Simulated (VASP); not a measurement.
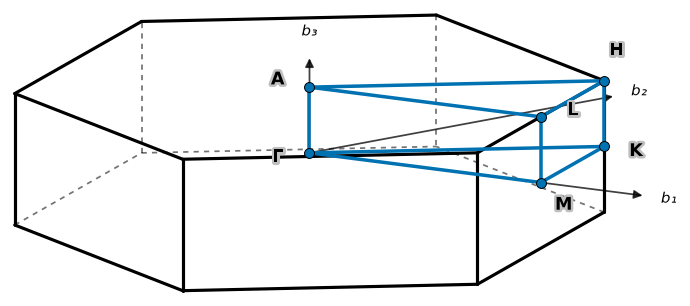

The figure shows the first Brillouin zone with its special points and a band path. Crystal: Al, a cell listed in the Materials Project, as set up for an electronic-structure calculation. All values are computed from the atomic coordinates in the standard setting (tolerance 0.002 Å).

Labels and path follow the convention of Hinuma et al. (2017), as computed by seekpath; the arrows show the directions of the reciprocal primitive vectors b₁, b₂, b₃.

Q: What lattice type do the shape and the labels point to?

A: A primitive hexagonal lattice (hP; extended symbol hP2). The zone is a hexagonal prism in its combinatorial type: 8 faces (6 with 4 edges, 2 with 6 edges), 18 edges, 12 vertices.

Q: In which order does the conventional band path visit the special points?

A: Γ–M–K–Γ–A–L–H–A | L–M | H–K
